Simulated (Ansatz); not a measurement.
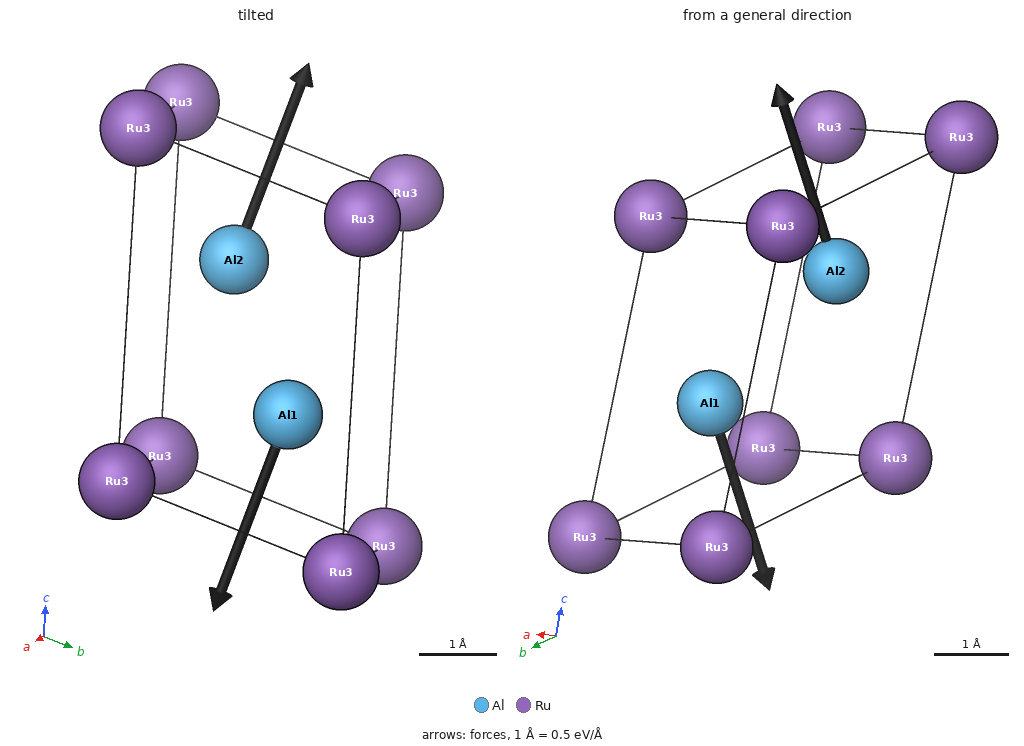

This spheres-only model is shown slightly off an axis and from a general direction. The cell (the run's own, in a reduced setting) is drawn as a box. The arrows are the computed forces on the atoms.

System: Al₂Ru. All computed values are from DFT PBEsol, scalar-relativistic, plane waves, PAW (Ansatz 0.2.0). Settings: a kinetic-energy cutoff of 420 eV, k-points about 0.16 Å⁻¹ apart, Gaussian smearing of 0.1 eV, no spin polarisation.

> Is the structure at rest?

No. The atoms still feel forces of up to about 1.2 eV/Å, far above a usual threshold of 0.01 to 0.03 eV/Å.

> Which atom carries the strongest force?

Al1 and Al2, about 1.2 eV/Å.

The structure was taken from a structure listed in the Materials Project. The cell was then strained or its atoms displaced on purpose. Ansatz was used for an electronic-structure calculation on it.
